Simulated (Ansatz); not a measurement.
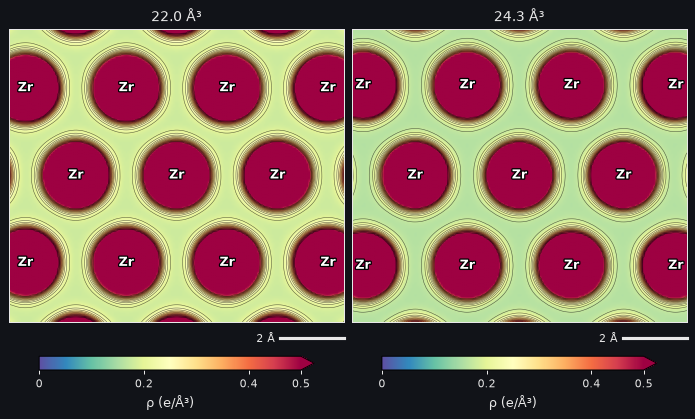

Zr. The valence charge density (pseudo) of cells scaled evenly to different volumes (given per atom above each panel), on the (001) plane of each (indices in the axes of the cell below), at one length scale and on one colour scale.

These are results of Ansatz, Kohn-Sham DFT of a periodic cell, revPBE with D4, spin-orbit coupling, Ansatz PAW, not measurements.

In a PAW calculation such maps are meaningful between the atoms, not at the nuclei.

The largest cell:

```
Zr
1.0
     0.00000    2.29923    2.29923
     2.29923    0.00000    2.29923
     2.29923    2.29923    0.00000
Zr
1
Direct
  0.00000 0.00000 0.00000
```

| volume (Å³/atom) | Zr–Zr contact in the plane (Å) | ρ at its midpoint (e/Å³) | pressure (GPa) | 
| --- | --- | --- | --- |
| 22.02 | 3.146 | 0.183 | 4.8 | 
| 22.47 | 3.168 | ? | ? | 
| 24.31 | 3.252 | 0.161 | −4.0 | 

### Estimate the missing row, and compare with the calculation.

Over the known rows ln ρ falls by 1.21 per Å of Zr–Zr distance (the line through the two), which gives 0.178 e/Å³ at 3.168 Å; the calculation gives 0.178 e/Å³. For the pressure, a straight line in volume between the neighbouring rows gives 3.1 GPa; the calculation gives 2.8.
